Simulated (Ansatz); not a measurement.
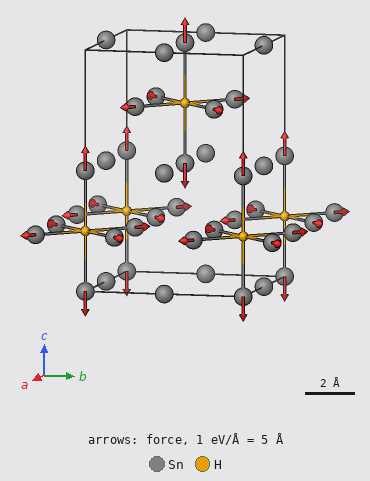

Starting geometry of solid Sn8H (set up in I4/mmm) (coarse preliminary run) with the computed forces as red arrows. A ball-and-stick model of the conventional cell (2 times the calculation's cell), seen slightly off an axis. Lengths and directions refer to the drawn axes.

Case: 1 H put on empty site 1 of 8 host cells, relaxed.

Method: Ansatz, DFT PBE, scalar-relativistic, plane waves, PAW.

The input:
```yaml
crystal:
  lattice:
    - [-3.3503794922, 3.3503794922, 4.9956806595]
    - [3.3503794922, -3.3503794922, 4.9956806595]
    - [3.3503794922, 3.3503794922, -4.9956806595]
  atoms:
    - { symbol: Sn, position: [0.0, 0.0, 0.0] }
    - { symbol: Sn, position: [0.0, 0.0, 0.5] }
    - { symbol: Sn, position: [0.0, 0.5, 0.0] }
    - { symbol: Sn, position: [0.0, 0.5, 0.5] }
    - { symbol: Sn, position: [0.5, 0.0, 0.0] }
    - { symbol: Sn, position: [0.5, 0.0, 0.5] }
    - { symbol: Sn, position: [0.5, 0.5, 0.0] }
    - { symbol: Sn, position: [0.5, 0.5, 0.5] }
    - { symbol: H, position: [0.25, 0.25, 0.0] }
basis:
  ecutwfc: 420
kpoints:
  mp_grid: { grid: [4, 4, 4] }
hamiltonian:
  xc: pbe
scf:
  occupations: { method: gaussian, width: 0.1 }
output:
  forces: true
  stress: true
  eigenvalues: true
relax:
  adjacent_minimum: "off"
  f_tol: 0.0325
  max_steps: 70
  cell: { stress_tol: 0.24 }
```

Command:
```bash
ansatz run input.yaml --threads 2 --pin off --max-ram 5120MiB --backend cpu --events-out ev --progress --plain --runs-dir out
```

What follows when this structure is relaxed?

Answer. It isn't relaxed: the largest force vector, on Sn atoms, is 0.21 eV/Å. The final displacements follow the starting forces only in part (cosine between the two patterns 0.38). Over 6 accepted moves (9 points after the start) the energy falls by 6.3 meV per atom. Largest force component: 0.21 eV/Å at the start, 0.0027 eV/Å at the end. Pressure: 0.74 GPa at the start and −0.01 GPa at the end. The line search rejected the trial steps at points 2, 5 of the run. At 1 point the geometry stayed and the basis and grid were re-selected for the new cell (energy shift of 0.1 meV per atom at most each time). The largest moves relative to the cell, 0.29 Å, are those of Sn1 and Sn7. Sn7 goes along +c. H stays in place. The volume changes by +1.9 %, with a = b 6.701 → 6.805 Å (+1.6 %), c 9.991 → 9.871 Å (−1.2 %). Near-neighbour distances that change, for instance: Sn1–H9 2.498 → 2.761 Å, Sn2–H9 2.369 → 2.318 Å. The space group stays I4/mmm (No. 139). Cost: 73 s on 2 threads of Arm Neoverse V1 (shared host), peak memory 0.61 GiB.
